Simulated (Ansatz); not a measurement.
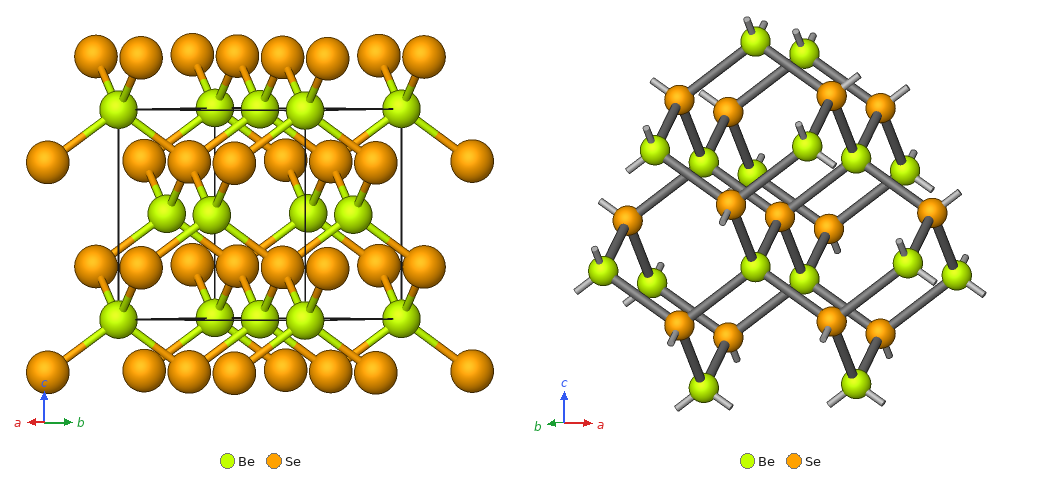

Left: the structure. Right: its underlying net. Nodes are coloured by element. Edges to nodes outside the piece are drawn as stubs.

BeSe (space group F-43m, No. 216). Coordinates: the geometry relaxed with Ansatz, DFT PBEsol, scalar-relativistic, plane waves, PAW.

Bonds are taken as Be–Se below 2.5 Å. Simplification: prune 0- and 1-connected atoms, fold 2-connected ones into links.

The result is a uninodal 4-connected, three-periodic net: Be and Se are 4-connected nodes. It is the dia net, known from diamond, zinc blende and cristobalite. It is a single net, without interpenetration.

```json
{"node": "Be and Se", "links": "4", "point symbol": "6⁶", "coordination sequence": "4 12 24 42 64 92"}
```
